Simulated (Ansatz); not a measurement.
## Electronic structure of AlO3 in real space

```yaml
crystal:
  lattice:
    - [2.99464, 0.00000, 0.00000]
    - [0.00000, 3.72781, 0.00000]
    - [0.00000, 0.00000, 7.68212]
  atoms:
    - { symbol: Al, position: [0.50000, 0.00000, 0.89285] }
    - { symbol: Al, position: [0.00000, 0.50000, 0.10715] }
    - { symbol: O, position: [0.50000, 0.50000, 0.26295] }
    - { symbol: O, position: [0.50000, 0.50000, 0.43943] }
    - { symbol: O, position: [0.00000, 0.00000, 0.73705] }
    - { symbol: O, position: [0.00000, 0.00000, 0.56057] }
    - { symbol: O, position: [0.50000, 0.50000, 0.94374] }
    - { symbol: O, position: [0.00000, 0.00000, 0.05626] }
```

Space group Pmmn; a generated structure, not necessarily the stable one; spin-polarised.

Level of theory: DFT PBE, scalar-relativistic, plane waves, PAW in Ansatz 0.2.0.

The density is the valence pseudo-density of a PAW calculation; it isn't the true density close to the nuclei.

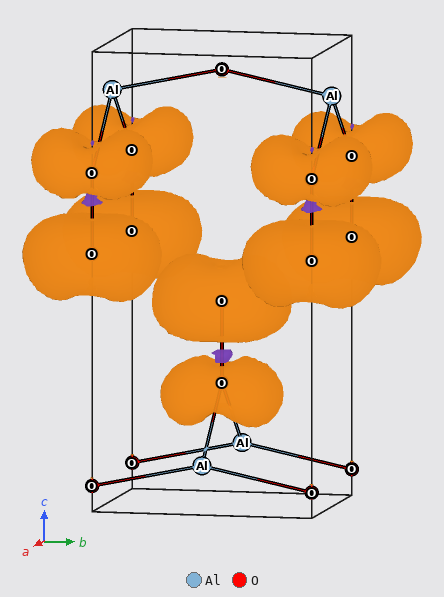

Figure 1. Isosurfaces of the magnetisation density (up minus down) at +0.02 (orange) and −0.02 e/Å³ (purple), seen slightly off an axis. Sticks mark near contacts.

**Where is the spin, and how is it ordered?**

The spin density sits on O: +0.5 μB (×2) in one cell of 8 atoms: parallel main moments (a ferromagnetic arrangement) in this solution. The cell of the calculation (8 atoms) carries 2.0 μB of net spin moment.

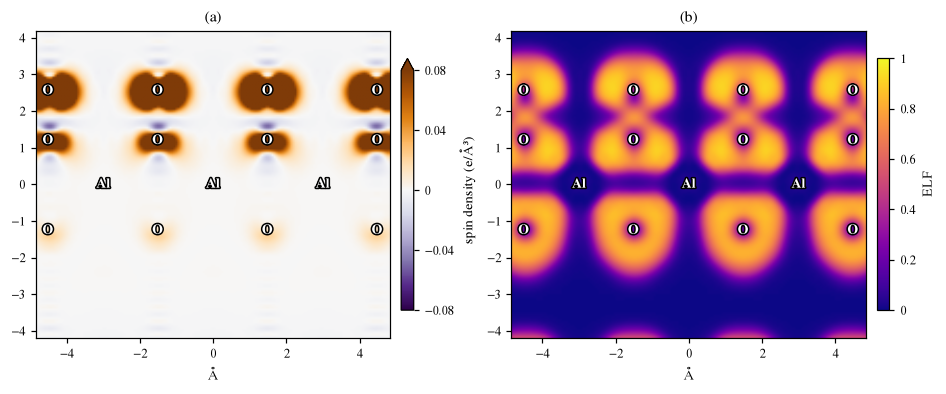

Figure 2. (a) spin density (up minus down); (b) ELF on the (010) plane of the conventional cell.

**Interpret the plot.**

- The section cuts through Al and O sites.
- O–O (1.36 Å): the ELF peaks at about 0.75 between the atoms.
- Al–O (1.92 Å): the ELF peaks at about 0.90 in the valence shell of O, 0.7 Å from its nucleus, and is about 0.80 at the midpoint.
- Al–O (1.95 Å): the ELF peaks at about 0.85 in the valence shell of O, 0.7 Å from its nucleus, and is about 0.80 at the midpoint.
- The ELF also peaks beside O, away from the bonds: non-bonding electrons, paired or unpaired.

**How much charge does the calculation move between the atoms?**

Electrons move from Al towards O. Bader charges: Al +2.54 and O −1.67 to −0.07 e.

**Does the calculation make it a metal, or give it a gap?**

It is metallic or semimetallic at this level of theory: no gap opens.
